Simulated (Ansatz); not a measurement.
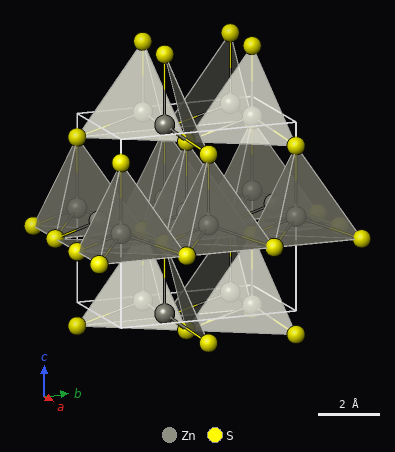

This is the input geometry for a relaxation of a defect cell of composition Zn$_{8}$S$_{7}$ (coarse preliminary run). A polyhedral model of the cell of the calculation, reduced to other axes (origin shifted), seen slightly off an axis. Lengths and directions refer to the drawn axes.

Case: S vacancy (site b), charge +0, atoms relaxed at the host's cell.

Level of theory: DFT PBE, scalar-relativistic, plane waves, PAW in Ansatz 0.2.0.

Input file:
```yaml
crystal:
  lattice:
    - [0.0, 0.0, 6.3046430618]
    - [-3.8440669372, 6.6581192431, 0.0]
    - [-3.8440669373, -6.6581192431, 0.0]
  atoms:
    - { symbol: Zn, position: [0.0002666736, 0.1666666667, 0.3333333333] }
    - { symbol: Zn, position: [0.0002666736, 0.6666666667, 0.3333333333] }
    - { symbol: Zn, position: [0.0002666736, 0.1666666667, 0.8333333333] }
    - { symbol: Zn, position: [0.0002666736, 0.6666666667, 0.8333333333] }
    - { symbol: Zn, position: [0.5002666736, 0.8333333333, 0.1666666667] }
    - { symbol: Zn, position: [0.5002666736, 0.3333333333, 0.1666666667] }
    - { symbol: Zn, position: [0.5002666736, 0.8333333333, 0.6666666667] }
    - { symbol: Zn, position: [0.5002666736, 0.3333333333, 0.6666666667] }
    - { symbol: S, position: [0.3747333264, 0.6666666667, 0.3333333333] }
    - { symbol: S, position: [0.3747333264, 0.1666666667, 0.8333333333] }
    - { symbol: S, position: [0.3747333264, 0.6666666667, 0.8333333333] }
    - { symbol: S, position: [0.8747333264, 0.8333333333, 0.1666666667] }
    - { symbol: S, position: [0.8747333264, 0.3333333333, 0.1666666667] }
    - { symbol: S, position: [0.8747333264, 0.8333333333, 0.6666666667] }
    - { symbol: S, position: [0.8747333264, 0.3333333333, 0.6666666667] }
  host:
    lattice:
      - [3.8440669373, 0.0, 0.0]
      - [-1.9220334686, 3.3290596216, 0.0]
      - [0.0, 0.0, 6.3046430618]
    atoms:
      - { symbol: Zn, position: [0.3333333333, 0.6666666667, 0.0002666736] }
      - { symbol: Zn, position: [0.6666666667, 0.3333333333, 0.5002666736] }
      - { symbol: S, position: [0.3333333333, 0.6666666667, 0.3747333264] }
      - { symbol: S, position: [0.6666666667, 0.3333333333, 0.8747333264] }
basis:
  ecutwfc: 420
  xc_grid: 2
kpoints:
  mp_grid: { grid: [1, 1, 1], shift: [0.0, 0.0, 0.0] }
hamiltonian:
  xc: pbe
scf:
  occupations: { method: gaussian, width: 0.01 }
output:
  forces: true
  stress: false
  eigenvalues: true
  charged_corrections:
    defect_position: [0.37473333, 0.16666667, 0.33333333]
    epsilon: [[9.0014, 0.0, 0.0], [0.0, 9.0014, 0.0], [0.0, 0.0, 9.607]]
relax:
  adjacent_minimum: "off"
  f_tol: 0.025
  max_steps: 45
```

Launched with:
```bash
ansatz run input.yaml --threads 4 --pin off --max-ram 10240MiB --backend cpu --events-out ev --progress --plain --runs-dir out
```

Q: Predict the outcome.

A: The atom that moves furthest is Zn1 (0.47 Å along +c). By element the largest moves are Zn 0.47 Å, S 0.15 Å. The lattice vectors keep their values. Among the contacts that change: Zn5–S11 2.356 → 2.443 Å, Zn5–S12 2.361 → 2.421 Å, Zn1–S12 2.356 → 2.412 Å, Zn2–S12 2.356 → 2.399 Å. Bond angles that change, for instance: S12–Zn1–S13 109.3° → 96.1°, Zn1–S13–Zn6 109.6° → 119.4°, Zn5–S11–Zn8 109.3° → 119.0°. The energy falls by 0.525 eV per cell of the calculation in 4 geometry steps. Largest force component: 0.67 eV/Å at the start, 0.02 eV/Å at the end. Cost: 12 s on 4 threads of Intel(R) Xeon(R) Processor @ 2.50GHz (Skylake/Cascade Lake), on a shared host, peak memory 0.47 GiB.

The end point in the same view:

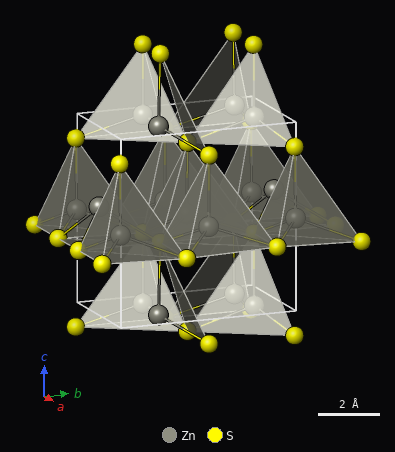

Limits of the set-up: the periodic images lie only 6.3 Å apart, so the values are limited by the cell's size.
